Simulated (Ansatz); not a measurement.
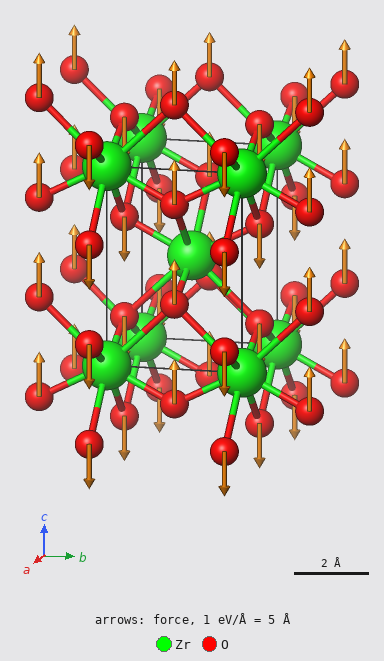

Starting geometry of crystalline ZrO2 (set up in P4_2/nmc) with the computed forces as orange arrows. A ball-and-stick model of the cell of the calculation, seen slightly off an axis.

Case: equal strain along all axes, cell held, atoms relaxed: +4.5 %.

The calculation used DFT PBE, scalar-relativistic, plane waves, PAW in Ansatz 0.2.0.

Input file:
```yaml
crystal:
  lattice:
    - [3.7839455155, 0.0, 0.0]
    - [0.0, 3.7839455155, 0.0]
    - [0.0, 0.0, 5.5201475723]
  atoms:
    - { symbol: Zr, position: [0.0, 0.0, 0.0] }
    - { symbol: Zr, position: [0.5, 0.5, 0.5] }
    - { symbol: O, position: [0.0, 0.5, 0.3249293956] }
    - { symbol: O, position: [0.0, 0.5, 0.8249293956] }
    - { symbol: O, position: [0.5, 0.0, 0.6750706044] }
    - { symbol: O, position: [0.5, 0.0, 0.1750706044] }
basis:
  ecutwfc: 420
kpoints:
  mp_grid: { grid: [6, 6, 4] }
hamiltonian:
  xc: pbe
scf:
  occupations: { method: gaussian, width: 0.02 }
output:
  forces: true
  stress: true
  eigenvalues: true
relax:
  adjacent_minimum: "off"
  f_tol: 0.008
  max_steps: 40
```

Run as
```bash
ansatz run input.yaml --threads 1 --pin off --max-ram 2560MiB --backend cpu --events-out ev --progress --plain --runs-dir out
```

**What follows when this structure is relaxed?**

It isn't relaxed: the largest force vector, on O atoms, is 0.25 eV/Å. The atoms end up moving mostly along the starting forces (cosine between the two patterns 1.00). The largest moves, 0.050 Å, are those of O3, O4, O5 and O6. O6 goes along −c. Zr stays in place. The cell doesn't change. Near-neighbour distances that change, for instance: Zr1–O3 2.607 → 2.642 Å, Zr1–O4 2.125 → 2.102 Å. Bond angles that change, for instance: Zr2–O3–Zr2 125.9° → 128.3°. The space group stays P4_2/nmc (No. 137). The energy falls by 4.2 meV per atom in 2 accepted moves (3 points after the start). The largest force component goes from 0.25 to 0.0069 eV/Å. 1 step only repeated the SCF at the same geometry.
